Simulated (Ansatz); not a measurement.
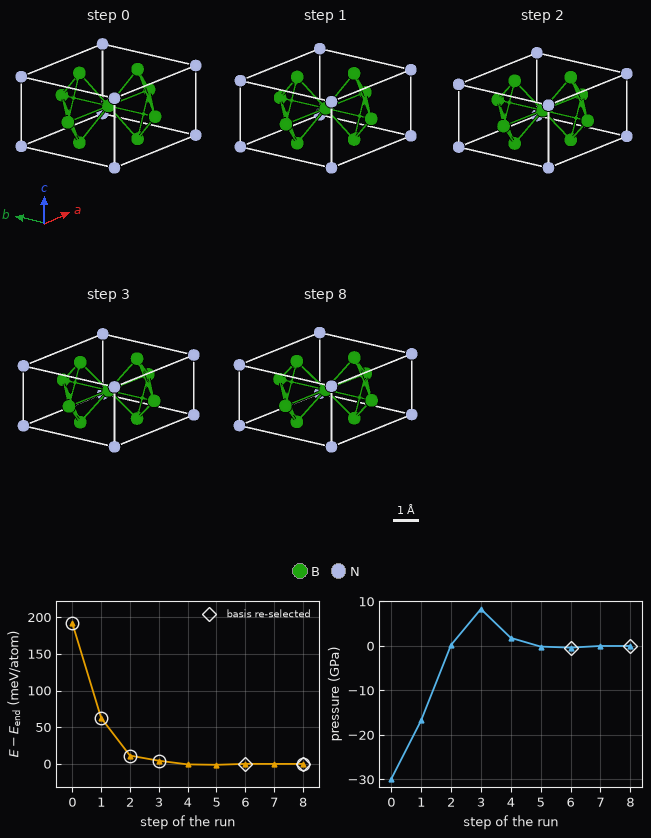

Frames of a relaxation of solid B5N (a generated structure, set up in P6/mmm) (coarse preliminary run), marked on the history of the run. The picture is a ball-and-stick view of the cell of the calculation, seen from a free direction.

Level of theory: Ansatz, DFT PBE, scalar-relativistic, plane waves, PAW. (plane-wave cutoff 420 eV; k-point mesh 6 × 6 × 6; occupations gaussian; smearing width 0.1 eV; no spin polarisation; cell and atoms relaxed; force threshold 0.04 eV/Å; at most 70 steps)

**What happens along the run?**

The energy falls by 192 meV per atom in 6 accepted moves (8 points after the start). All forces vanish by symmetry, so only the cell relaxes. The pressure goes from −29.88 to 0.00 GPa. The SCF was repeated twice at an unchanged geometry on a basis and grid sized afresh for the cell, which shifted the energy by 1.3 meV per atom at most. The atoms keep their places relative to the cell (all moves are under 0.005 Å). Cell: a = b 4.088 → 4.037 Å (−1.2 %), c 3.330 → 2.902 Å (−12.9 %). Volume −15.0 %. Some distances before and after: B–B 2.041 → 1.861 Å, B–B 2.044 → 2.019 Å. Among the angles between lasting bonds that change: B–B–B 109.3° → 102.4°, B–B–B 60.1° → 65.7°, B–B–B 146.4° → 143.5°. The space group stays P6/mmm (No. 191). From step 0 to 1: volume −9.2 %, energy −129 meV per atom. From step 1 to 2: volume −7.8 %, energy −51.3 meV per atom. From step 2 to 3: volume −2.0 %, energy −7.0 meV per atom. From step 3 to 8: volume +3.6 %, energy −4.3 meV per atom.
